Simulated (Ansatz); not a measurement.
```
Fe Co
1.0
     5.91009    0.00000    0.00000
     0.00000    5.91009    0.00000
     0.00000    0.00000    5.91009
Fe Co
15 1
Direct
  0.50000 0.50000 0.50000
  0.50000 0.00000 0.50000
  0.50000 0.50000 0.00000
  0.00000 0.50000 0.50000
  0.50000 0.00000 0.00000
  0.00000 0.00000 0.50000
  0.00000 0.50000 0.00000
  0.24704 0.24704 0.24704
  0.24704 0.75296 0.24704
  0.24704 0.24704 0.75296
  0.75296 0.24704 0.24704
  0.75296 0.75296 0.24704
  0.24704 0.75296 0.75296
  0.75296 0.24704 0.75296
  0.75296 0.75296 0.75296
  0.00000 0.00000 0.00000
```

Space group Pm-3m; a structure from a database of computed crystals, not necessarily the ambient phase; changed on purpose from its base cell (volume × 1.10, shape and atoms relaxed); computed pressure about −14 GPa in this cell; spin-polarised.

Computed with Ansatz 0.2.0, DFT r2SCAN, scalar-relativistic, plane waves, PAW.

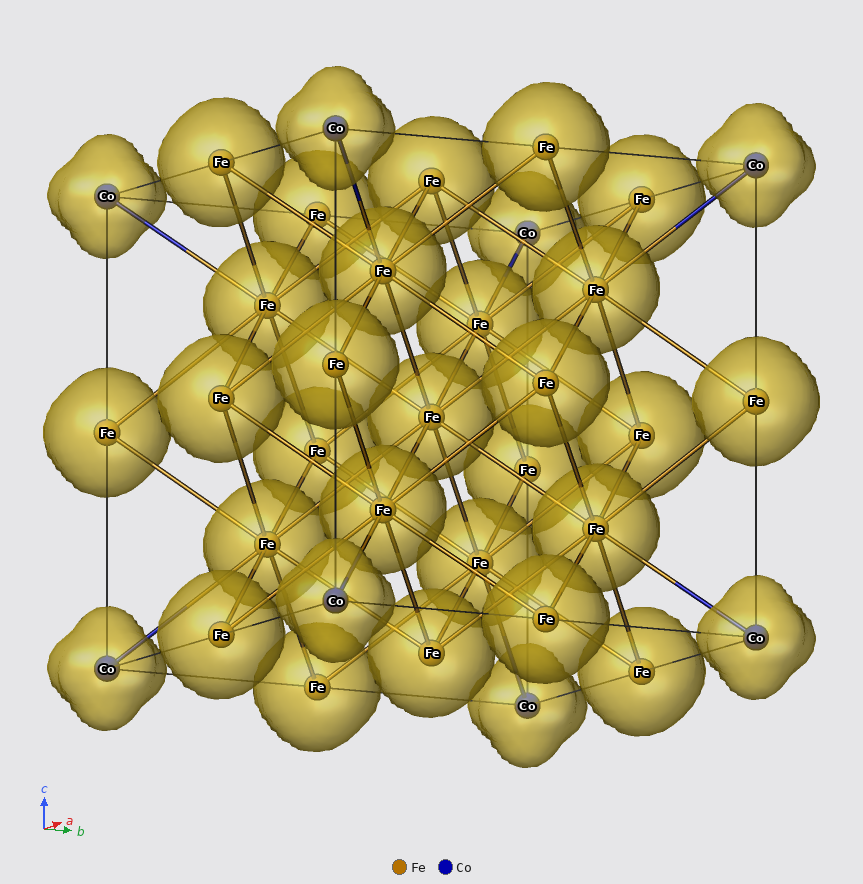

Fe$_{15}$Co. Isosurfaces of the spin density (up minus down) at +0.3 (yellow) and −0.3 e/Å³ (cyan), seen at an oblique angle. Sticks mark near contacts.

### Where is the spin, and how is it ordered?

The spin density sits on Fe: +2.9 μB (×15); Co: +2.0 μB in one cell of 16 atoms: parallel moments (a ferromagnetic arrangement) in this solution. The cell of the calculation (16 atoms) carries 43.2 μB of net spin moment. Only one sign reaches the isovalue.
